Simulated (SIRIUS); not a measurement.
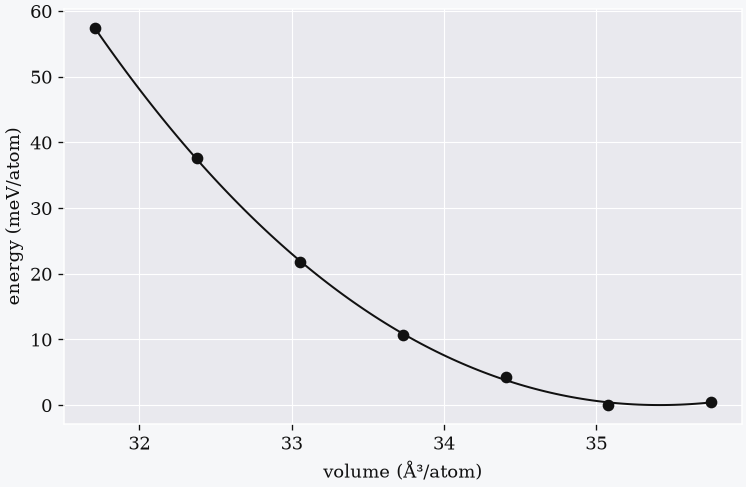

The plot gives the computed energy against volume.

Method: all-electron LAPW DFT, no spin polarisation; energies at scaled volumes of the given cell, shape and fractions fixed, counted from the fit's minimum, third-order Birch-Murnaghan fit (SIRIUS 7.12.0). Level: PBE.

For which of these solids was it computed?
A. TePb, Fm-3m (No. 225)
B. NbP, I4_1md (No. 109)
C. TlBr, Pm-3m (No. 221)

A, TePb: energy from 0.08 meV/atom to 57.43 meV/atom, V0 35.42 Å³/atom, B0 40.5 GPa. The others give: TlBr, energy from 0.03 meV/atom to 30.87 meV/atom, V0 33.25 Å³/atom, B0 20.8 GPa; NbP, energy from 0.32 meV/atom to 37.06 meV/atom, V0 16.01 Å³/atom, B0 190 GPa.

For NbP, limits of the calculation: shape and atomic fractions are frozen while scaling, which makes layered, chain and framework solids too stiff.

For TePb, limits of the calculation: spin-orbit coupling left out, heavy elements.

For TlBr, limits of the calculation: spin-orbit coupling left out, heavy elements.
